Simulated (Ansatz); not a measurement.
A series of calculations on H6C3F4

### Relaxation

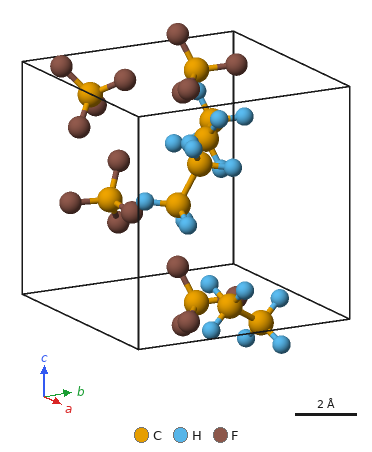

An amorphous cell of composition H₆C₃F₄, before the relaxation. A ball-and-stick model of the cell of the calculation, seen from a free direction.

The cell holds 3 C2H6 + 3 CF4. The run prepares the start of a later molecular dynamics calculation, from a guessed geometry.

Level of theory: Ansatz 0.2.0, DFT r2SCAN-D3(BJ), scalar-relativistic, plane waves, PAW.

Input
```yaml
accuracy: low
crystal:
  lattice:
    - [7.905663, 0.0, 0.0]
    - [0.0, 7.905663, 0.0]
    - [0.0, 0.0, 7.905663]
  atoms:
    - { symbol: C, position: [0.8304765, 0.6736648, -0.0130912] }
    - { symbol: C, position: [0.8587385, 0.5108918, 0.0863478] }
    - { symbol: H, position: [0.9432436, 0.7084594, -0.0850778] }
    - { symbol: H, position: [0.7260211, 0.6600366, -0.102604] }
    - { symbol: H, position: [0.8001941, 0.7790356, 0.071106] }
    - { symbol: H, position: [0.7459713, 0.4760971, 0.1583345] }
    - { symbol: H, position: [0.8890209, 0.4055209, 0.0021507] }
    - { symbol: H, position: [0.9631938, 0.52452, 0.1758607] }
    - { symbol: C, position: [0.8488201, 0.3736647, 0.7122126] }
    - { symbol: C, position: [0.8350194, 0.2786628, 0.544982] }
    - { symbol: H, position: [0.9096933, 0.496574, 0.69498] }
    - { symbol: H, position: [0.7240815, 0.3959248, 0.7674754] }
    - { symbol: H, position: [0.923414, 0.3023485, 0.8041851] }
    - { symbol: H, position: [0.7741462, 0.1557536, 0.5622146] }
    - { symbol: H, position: [0.7604256, 0.3499791, 0.4530095] }
    - { symbol: H, position: [0.959758, 0.2564028, 0.4897193] }
    - { symbol: C, position: [-0.0560462, 0.9293807, 0.6105341] }
    - { symbol: C, position: [0.0982728, 0.816959, 0.5835361] }
    - { symbol: H, position: [-0.1227826, 0.8955612, 0.7267739] }
    - { symbol: H, position: [-0.0198692, 1.0624596, 0.6200437] }
    - { symbol: H, position: [-0.1454523, 0.9175163, 0.5057725] }
    - { symbol: H, position: [0.1650092, 0.8507785, 0.4672964] }
    - { symbol: H, position: [0.1876789, 0.8288234, 0.6882977] }
    - { symbol: H, position: [0.0620958, 0.6838801, 0.5740266] }
    - { symbol: C, position: [0.4611541, 0.57114, 0.9982069] }
    - { symbol: F, position: [0.5222669, 0.7267262, 1.0163276] }
    - { symbol: F, position: [0.389231, 0.5220712, 1.1420455] }
    - { symbol: F, position: [0.3467104, 0.5698707, 0.8750353] }
    - { symbol: F, position: [0.5864081, 0.4658918, 0.9594193] }
    - { symbol: C, position: [0.4021029, 0.1008916, 0.940143] }
    - { symbol: F, position: [0.5097808, 0.2059766, 1.0151953] }
    - { symbol: F, position: [0.3264059, 0.0058038, 1.056326] }
    - { symbol: F, position: [0.2864689, 0.1895923, 0.8562909] }
    - { symbol: F, position: [0.4857559, 0.0021939, 0.83276] }
    - { symbol: C, position: [0.2636779, 0.2698035, 0.4339756] }
    - { symbol: F, position: [0.2191243, 0.107711, 0.430626] }
    - { symbol: F, position: [0.1882523, 0.3512806, 0.3077113] }
    - { symbol: F, position: [0.2168449, 0.3377853, 0.5804522] }
    - { symbol: F, position: [0.4304899, 0.2824372, 0.4171131] }
basis:
  ecutwfc: 500.0
kpoints:
  mp_grid: { grid: [1, 1, 1] }
hamiltonian:
  xc: r2scan
  dispersion: d3bj
scf:
  occupations: { method: fermi_dirac, width: 0.02 }
  lower_state_search: "off"
relax:
  f_tol: 0.3
  max_steps: 15
  adjacent_minimum: "off"
```

Launched with:
```bash
ansatz run input.yaml --threads 2 --pin off --max-ram 5120MiB --backend cpu --events-out ev --progress --plain --runs-dir out
```

**Predict the outcome.**

H15 moves most: 1.25 Å along [−1 2 2]. By element the largest moves are H 1.25 Å, F 1.14 Å, C 0.69 Å. The cell stays as it was. Some distances before and after: C25–F26 1.329 → 1.324 Å. Over 10 accepted moves (11 points after the start) the energy falls by 58.4 meV per atom. The largest force component goes from 1.9 to 0.23 eV/Å. 1 step only repeated the SCF at the same geometry. The forces were under the threshold at step 5, but the run went on from there. Cost: 80 s on 2 threads of AMD EPYC 9R14 (Zen 4), on a shared host, peak memory 0.9 GiB.

Final geometry:

```
CELL_PARAMETERS angstrom
7.90566 0.00000 0.00000
0.00000 7.90566 0.00000
0.00000 0.00000 7.90566
ATOMIC_POSITIONS crystal
C 0.90020 0.69475 0.02004
C 0.89252 0.55585 0.15349
H 0.02391 0.69936 0.95923
H 0.80690 0.67425 0.92061
H 0.87608 0.81920 0.07521
H 0.76842 0.54963 0.21348
H 0.91829 0.43178 0.09855
H 0.98516 0.57678 0.25328
C 0.87222 0.32037 0.74423
C 0.78744 0.33691 0.57172
H 0.96276 0.42228 0.76612
H 0.77911 0.32539 0.84633
H 0.94064 0.20059 0.75579
H 0.69985 0.23269 0.54904
H 0.71604 0.45519 0.56163
H 0.87984 0.33569 0.46885
C 0.95330 0.88888 0.53603
C 0.10452 0.76946 0.52966
H 0.89413 0.88783 0.66112
H 0.99096 0.01957 0.50897
H 0.85676 0.85346 0.44295
H 0.16297 0.76969 0.40434
H 0.20134 0.80638 0.62131
H 0.06702 0.63915 0.55843
C 0.41537 0.60891 0.00342
F 0.49805 0.74677 0.05059
F 0.29263 0.57797 0.11279
F 0.34983 0.63208 0.85100
F 0.52100 0.47936 0.99892
C 0.32807 0.09535 0.94047
F 0.44986 0.11563 0.05338
F 0.21438 0.98706 0.99926
F 0.25415 0.24247 0.91085
F 0.39353 0.03599 0.79814
C 0.30780 0.25118 0.40418
F 0.36277 0.09474 0.43146
F 0.18510 0.24822 0.28997
F 0.24835 0.31560 0.54709
F 0.43455 0.34564 0.34776
```

After the run, drawn alike:

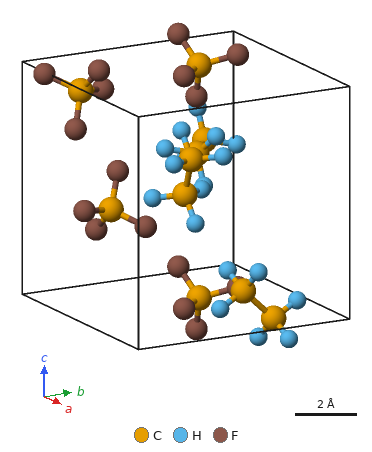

Limits of the set-up: the program's low-accuracy preset was used; the periodic images lie only 7.9 Å apart, so the values are limited by the cell's size.

### Dynamics

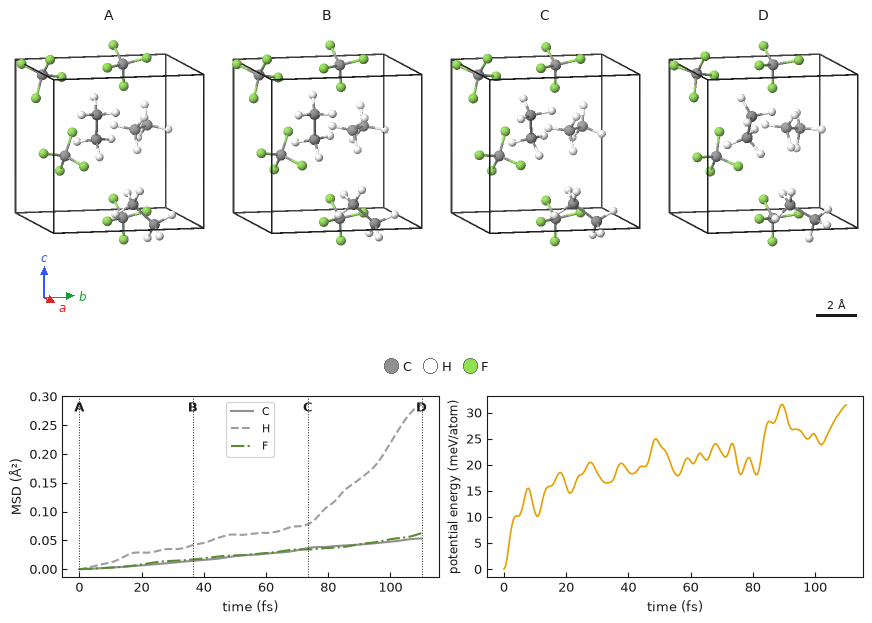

A Born-Oppenheimer molecular dynamics run of a periodic cell with 3 C2H6 + 3 CF4 at 1.19 g/cm³, 110 fs long. Frames (A at 0 fs, B at 36 fs, C at 74 fs, D at 110 fs) and the history of the run. A ball-and-stick model of the simulation cell, seen slightly off an axis.

Level of theory: DFT r2SCAN-D3(BJ), scalar-relativistic, plane waves, PAW in Ansatz. Set-up: plane-wave cutoff 500 eV; k-point mesh 1 × 1 × 1; Fermi-Dirac smearing 0.02 eV; low-accuracy preset; Langevin thermostat (NVT); set temperature 250 K; time step 0.5 fs; friction 0.02 per fs.

Input file:
```yaml
accuracy: low
crystal:
  lattice:
    - [7.905663, 0.0, 0.0]
    - [0.0, 7.905663, 0.0]
    - [0.0, 0.0, 7.905663]
  atoms:
    - { symbol: C, position: [0.90019813, 0.6947509, 0.02003908] }
    - { symbol: C, position: [0.89252314, 0.55584548, 0.15349298] }
    - { symbol: H, position: [1.02390692, 0.69935848, -0.0407683] }
    - { symbol: H, position: [0.80689814, 0.6742532, -0.07938547] }
    - { symbol: H, position: [0.8760789, 0.81920368, 0.0752146] }
    - { symbol: H, position: [0.76842338, 0.54963352, 0.21347945] }
    - { symbol: H, position: [0.91828533, 0.43177652, 0.09855399] }
    - { symbol: H, position: [0.98516023, 0.57677511, 0.2532836] }
    - { symbol: C, position: [0.87221692, 0.32036715, 0.74423377] }
    - { symbol: C, position: [0.78743701, 0.33691013, 0.57172379] }
    - { symbol: H, position: [0.96275703, 0.42227674, 0.76612128] }
    - { symbol: H, position: [0.77911447, 0.32539399, 0.84633159] }
    - { symbol: H, position: [0.94063673, 0.20059117, 0.75579453] }
    - { symbol: H, position: [0.69984538, 0.23269093, 0.54903644] }
    - { symbol: H, position: [0.71604206, 0.45518657, 0.56162678] }
    - { symbol: H, position: [0.879844, 0.33569101, 0.46885063] }
    - { symbol: C, position: [-0.04670439, 0.88887782, 0.53603065] }
    - { symbol: C, position: [0.10452401, 0.76945609, 0.52966058] }
    - { symbol: H, position: [-0.10587153, 0.88782542, 0.66112129] }
    - { symbol: H, position: [-0.00904211, 1.0195667, 0.5089707] }
    - { symbol: H, position: [-0.14323614, 0.85346357, 0.44294644] }
    - { symbol: H, position: [0.16297431, 0.769692, 0.40434283] }
    - { symbol: H, position: [0.20134033, 0.80637663, 0.62131134] }
    - { symbol: H, position: [0.06702079, 0.63915225, 0.5584323] }
    - { symbol: C, position: [0.41536707, 0.60890618, 1.00341503] }
    - { symbol: F, position: [0.49804776, 0.74676783, 1.05059334] }
    - { symbol: F, position: [0.2926327, 0.57796872, 1.11278581] }
    - { symbol: F, position: [0.34983487, 0.63208431, 0.8509987] }
    - { symbol: F, position: [0.52099728, 0.47935904, 0.99891844] }
    - { symbol: C, position: [0.32806602, 0.09534721, 0.9404688] }
    - { symbol: F, position: [0.44985534, 0.11562877, 1.05338445] }
    - { symbol: F, position: [0.21437922, -0.01294091, 0.99926007] }
    - { symbol: F, position: [0.2541487, 0.24246822, 0.91084814] }
    - { symbol: F, position: [0.39352819, 0.03598932, 0.79814254] }
    - { symbol: C, position: [0.30779901, 0.25117802, 0.40417871] }
    - { symbol: F, position: [0.36276894, 0.0947371, 0.43145956] }
    - { symbol: F, position: [0.18510328, 0.24822268, 0.28996666] }
    - { symbol: F, position: [0.24834663, 0.31560281, 0.54708723] }
    - { symbol: F, position: [0.43455046, 0.34563663, 0.34776183] }
basis:
  ecutwfc: 500.0
kpoints:
  mp_grid: { grid: [1, 1, 1] }
hamiltonian:
  xc: r2scan
  dispersion: d3bj
scf:
  occupations: { method: fermi_dirac, width: 0.02 }
  lower_state_search: "off"
md:
  timestep: 0.5
  n_steps: 220
  ensemble: nvt_langevin
  temperature: 250.0
  initial_velocities: maxwell_boltzmann
  seed: 142981
  friction: 0.02
```

Launched with:
```bash
ansatz run input.yaml --threads 2 --pin off --max-ram 5120MiB --backend cpu --events-out ev --progress --plain --runs-dir out
```

### What do the frames and curves show?

Root-mean-square distances from the starting positions over the second half, with the common drift of all atoms taken out: H 0.37 Å, F 0.20 Å, C 0.20 Å. The heavy atoms stay within a fraction of a molecule's size of their starting places; so short a run doesn't tell a liquid from a solid. The mean temperature in the second half is 244 K (standard deviation 28 K). The temperature is still climbing (183 K in the second quarter, 251 K in the last), so the run isn't equilibrated. The potential energy is still drifting at the end, so the run hasn't reached equilibrium. The potential energy in the second half lies on average 24.1 meV per atom above the first frame.

Limits of the set-up: the program's low-accuracy preset was used; the periodic images lie only 7.9 Å apart, so the values are limited by the cell's size.

### Dynamics

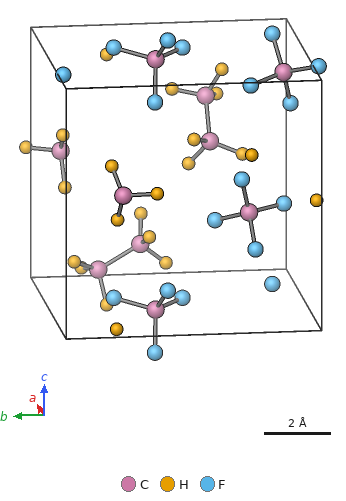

Starting frame of a dynamics run of a periodic cell with 3 C2H6 + 3 CF4 at 1.19 g/cm³. It starts from the last geometry of an earlier run, with fresh velocities. The picture is a ball-and-stick view of the simulation cell, seen from a free direction.

The calculation used Ansatz, DFT r2SCAN-D3(BJ), scalar-relativistic, plane waves, PAW.

Input
```yaml
accuracy: low
crystal:
  lattice:
    - [7.905663, 0.0, 0.0]
    - [0.0, 7.905663, 0.0]
    - [0.0, 0.0, 7.905663]
  atoms:
    - { symbol: C, position: [0.90111363, 0.74993267, 0.04768682] }
    - { symbol: C, position: [0.89105749, 0.5867878, 0.14701664] }
    - { symbol: H, position: [1.02369029, 0.79915656, 0.02677141] }
    - { symbol: H, position: [0.85111183, 0.72419315, -0.08125212] }
    - { symbol: H, position: [0.82776482, 0.85426105, 0.10028617] }
    - { symbol: H, position: [0.76833825, 0.56820444, 0.2044693] }
    - { symbol: H, position: [0.91087711, 0.48381412, 0.06353089] }
    - { symbol: H, position: [0.98647053, 0.57137109, 0.24481036] }
    - { symbol: C, position: [0.88601614, 0.33162331, 0.73193349] }
    - { symbol: C, position: [0.77137875, 0.33066809, 0.57845997] }
    - { symbol: H, position: [0.90340494, 0.46101884, 0.75927162] }
    - { symbol: H, position: [0.83856293, 0.27473143, 0.84739032] }
    - { symbol: H, position: [1.0047499, 0.2729044, 0.70969171] }
    - { symbol: H, position: [0.742266, 0.20729487, 0.53052076] }
    - { symbol: H, position: [0.66216626, 0.4079279, 0.61464497] }
    - { symbol: H, position: [0.83024571, 0.40629751, 0.47761103] }
    - { symbol: C, position: [-0.0391435, 0.88937025, 0.51229113] }
    - { symbol: C, position: [0.10507776, 0.76152999, 0.53931047] }
    - { symbol: H, position: [-0.14436072, 0.89497656, 0.60086111] }
    - { symbol: H, position: [0.0394345, 1.0140502, 0.51122603] }
    - { symbol: H, position: [-0.08597577, 0.87873441, 0.37698423] }
    - { symbol: H, position: [0.1892793, 0.77266708, 0.42235714] }
    - { symbol: H, position: [0.2022586, 0.79328808, 0.63425261] }
    - { symbol: H, position: [0.04706614, 0.63648255, 0.55691596] }
    - { symbol: C, position: [0.42760168, 0.59099697, 0.99888898] }
    - { symbol: F, position: [0.50119314, 0.74464051, 1.03288935] }
    - { symbol: F, position: [0.29734232, 0.56110983, 1.10543158] }
    - { symbol: F, position: [0.37490988, 0.60042295, 0.84006368] }
    - { symbol: F, position: [0.54096135, 0.47008057, 1.01409101] }
    - { symbol: C, position: [0.35885158, 0.09961346, 0.94823256] }
    - { symbol: F, position: [0.46815774, 0.12852627, 1.07549743] }
    - { symbol: F, position: [0.2566893, -0.02397525, 0.99231438] }
    - { symbol: F, position: [0.2696449, 0.23992287, 0.92107508] }
    - { symbol: F, position: [0.43194944, 0.06226312, 0.80451255] }
    - { symbol: C, position: [0.32703502, 0.23876247, 0.4002818] }
    - { symbol: F, position: [0.40956383, 0.09103253, 0.4102428] }
    - { symbol: F, position: [0.19460233, 0.23177284, 0.28455013] }
    - { symbol: F, position: [0.2580746, 0.2765218, 0.54994356] }
    - { symbol: F, position: [0.43633307, 0.3567956, 0.34616138] }
basis:
  ecutwfc: 500.0
kpoints:
  mp_grid: { grid: [1, 1, 1] }
hamiltonian:
  xc: r2scan
  dispersion: d3bj
scf:
  occupations: { method: fermi_dirac, width: 0.02 }
  lower_state_search: "off"
md:
  timestep: 0.5
  n_steps: 320
  ensemble: nvt_langevin
  temperature: 250.0
  initial_velocities: maxwell_boltzmann
  seed: 835140
  friction: 0.05
```

Launched with:
```bash
ansatz run input.yaml --threads 2 --pin off --max-ram 5120MiB --backend cpu --events-out ev --progress --plain --runs-dir out
```

Predict how the run goes.

Over the second half the temperature averages 233 K (spread ±23 K). The potential energy in the second half lies on average 6.2 meV per atom below the first frame. In the second half of the run the atoms are, in the root-mean-square, this far from where they began (common drift taken out): H 0.49 Å, C 0.21 Å, F 0.20 Å. The heavy atoms stay within a fraction of a molecule's size of their starting places; so short a run doesn't tell a liquid from a solid.

Along the run (each row but the first and the last is the mean over the interval that it begins):

```
time (fs)  potential energy (meV/atom)  T (K)
      0.0                          0.0    244
     20.0                         -7.2    220
     40.0                         -8.8    193
     60.0                         -5.2    234
     80.0                         -6.7    241
    100.0                         -5.6    240
    120.0                         -7.3    216
    140.0                         -5.5    235
    160.0                         -3.5    237
```

The paths of the atoms:

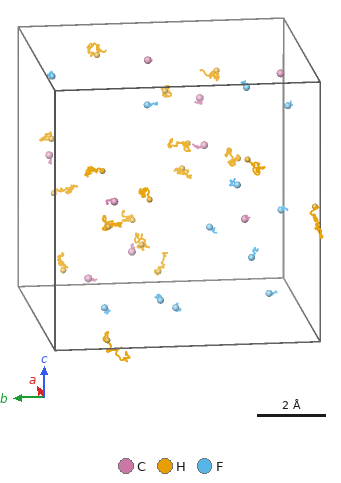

Limits of the set-up: the program's low-accuracy preset was used; the periodic images lie only 7.9 Å apart, so the values are limited by the cell's size.
